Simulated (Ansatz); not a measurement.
Read the following structure.

```cif
data_structure
_symmetry_space_group_name_H-M 'P 63 m c'
_symmetry_Int_Tables_number 186
_cell_length_a 3.2305
_cell_length_b 3.2305
_cell_length_c 5.0055
_cell_angle_alpha 90.000
_cell_angle_beta 90.000
_cell_angle_gamma 120.000
_cell_volume 45.24
loop_
_atom_site_label
_atom_site_type_symbol
_atom_site_symmetry_multiplicity
_atom_site_Wyckoff_symbol
_atom_site_fract_x
_atom_site_fract_y
_atom_site_fract_z
_atom_site_occupancy
Zn1 Zn 2 b 0.66667 0.33333 0.49465 1
O1 O 2 b 0.66667 0.33333 0.88566 1
```

> Summarise the structure in words.

It has the composition ZnO. The structure has P6_3mc (No. 186) symmetry and a primitive hexagonal lattice. Type of structure: wurtzite. Counting shared atoms by their share gives 2 Zn, 2 O, or 4 atoms. Each Zn atom is coordinated by four O in a tetrahedral arrangement at 1.94 to 1.96 Å. Each O atom is coordinated by four Zn in a tetrahedral arrangement at 1.94 to 1.96 Å. The bonds build a three-dimensional framework.

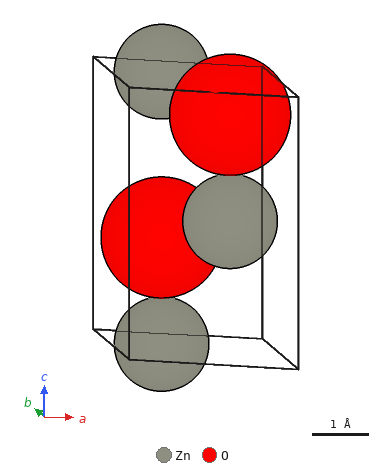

Space-filling representation of a periodic structure, projected slightly off an axis. The conventional unit cell is outlined; an atom on or near a face, edge or corner is repeated at each equivalent position. Colours: zinc grey, oxygen red.

The structure comes from a structure listed in the Materials Project. Earlier steps of the study may have refined or changed the cell and positions. It went into a calculation with Ansatz.

At this level of theory the cell isn't at rest (compressed, at 6 GPa), so its distances can differ from those at equilibrium, the more so the softer the solid.
